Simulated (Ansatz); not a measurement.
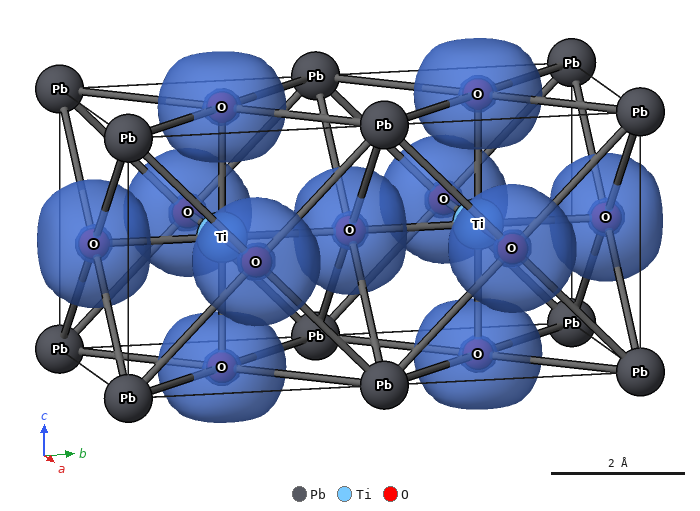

Figure. TiPbO$_{3}$. Isosurface of the electron localisation function at 0.6 (blue), seen slightly off an axis. Core shells are left out. Sticks mark near contacts.

Space group Pm-3m; computed pressure about −9 GPa in this cell; the program warned that no starting moments were given; spin-polarised, but the moments vanished.

All numbers below come from DFT, PAW plane waves, r2SCAN in Ansatz.

Core electrons are frozen (PAW), and the valence fields are smoothed inside the atomic spheres.

```
CELL_PARAMETERS angstrom
4.00724 0.00000 0.00000
0.00000 8.01448 0.00000
0.00000 0.00000 4.00724
ATOMIC_POSITIONS crystal
Pb 0.00000 0.00000 0.00000
Pb 0.00000 0.50000 0.00000
Ti 0.50000 0.25000 0.50000
Ti 0.50000 0.75000 0.50000
O 0.00000 0.25000 0.50000
O 0.00000 0.75000 0.50000
O 0.50000 0.00000 0.50000
O 0.50000 0.50000 0.50000
O 0.50000 0.25000 0.00000
O 0.50000 0.75000 0.00000
```

**Where are the electrons localised?**

The surface consists of six regions wrapped around O (the valence shell of each), counted in one cell of 10 atoms. Any copies at cell faces, edges or corners count once. Along the contacts the grid gives the following. Ti–O (2.00 Å): the ELF peaks at about 0.85 in the valence shell of O, 0.6 Å from its nucleus, and is about 0.20 at the midpoint: no shared electron pair shows on this line. Pb–O (2.83 Å): the ELF is about 0.10 at the midpoint; no localised pair shows between them.
